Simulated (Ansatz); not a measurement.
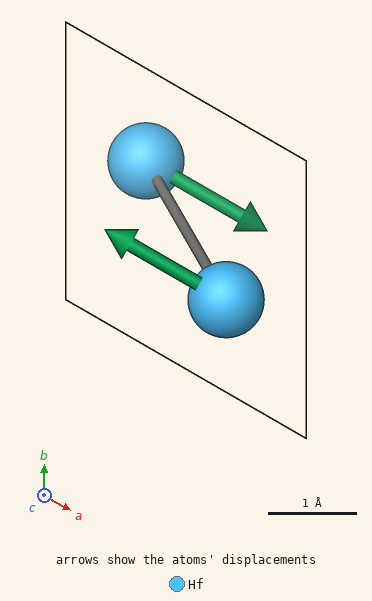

One vibrational mode of crystalline Hf at the zone centre. The green arrows give the relative displacements of the atoms. The picture is a ball-and-stick view of the cell of the calculation, seen along the c axis.

All numbers below come from Ansatz, DFT PBEsol, scalar-relativistic, plane waves, PAW. (plane-wave cutoff 420 eV; k-point mesh 18 × 18 × 8; occupations fermi dirac; smearing width 0.15 eV; no spin polarisation)

The frequencies depend somewhat on the k-mesh and the smearing.

Give the symmetry, activity and frequency of this mode.

This is the E₂g mode (doubly degenerate; one member of the set is drawn) at 8.8 meV, the lowest optical level, Raman-active by symmetry. All motion is along a; atoms of one kind move against one another, with no net shift of their sublattice.
